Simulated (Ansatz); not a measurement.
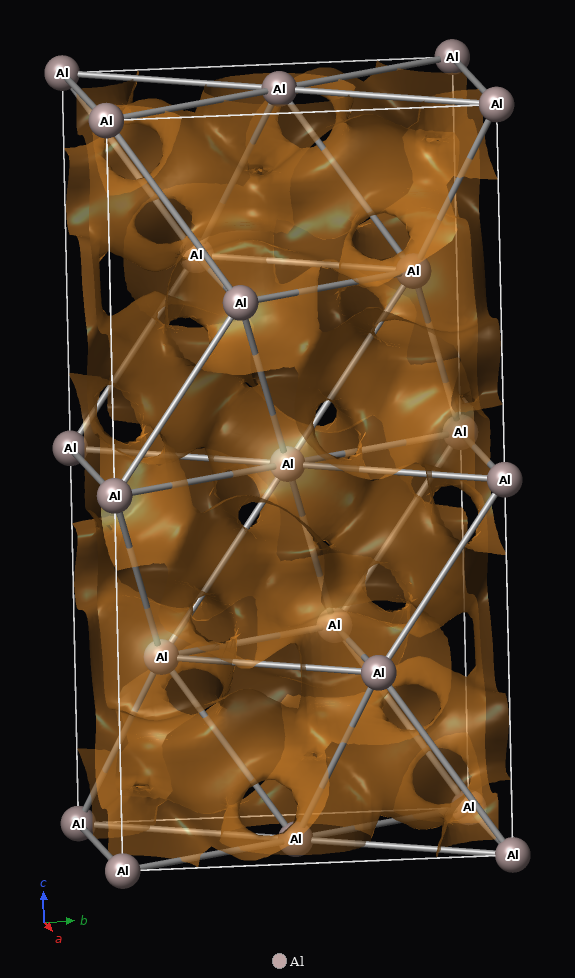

The picture shows: Al. Isosurface of the ELF at 0.55 (orange), seen slightly off an axis. Core shells and regions of very low density are left out. Sticks mark near contacts.

Space group C2/c; a structure from a database of computed crystals, not necessarily the ambient phase; changed on purpose from its base cell (strain +0.1125 x Voigt [0, 0, 0, 0, 1, 0], atoms carried along).

Level of theory: Ansatz, DFT r2SCAN, scalar-relativistic, plane waves, PAW.

```
Al
1.0
    -2.82220    0.00000   -0.15875
     0.00000   -4.88819    0.00000
     0.52099    0.00000    9.26206
Al
8
Direct
  0.50000 0.50000 0.00000
  0.00000 0.00000 0.00000
  0.00000 0.66667 0.25000
  0.50000 0.16667 0.25000
  0.50000 0.50000 0.50000
  0.00000 0.00000 0.50000
  0.50000 0.83333 0.75000
  0.00000 0.33333 0.75000
```

Describe the localisation domains.

Answer. The ELF exceeds this value in one network that runs through the whole crystal, counted in one cell of 8 atoms. Regions shared between cells count once. There are no localised bonds or lone pairs at this value. Profiles from the grid: Al–Al (2.70 Å): the ELF peaks at about 0.70 between the atoms. Al–Al (2.82 Å): the ELF peaks at about 0.65 between the atoms.

Does the calculation give a band gap?

Answer. It is gapless in this calculation (a metal or semimetal).
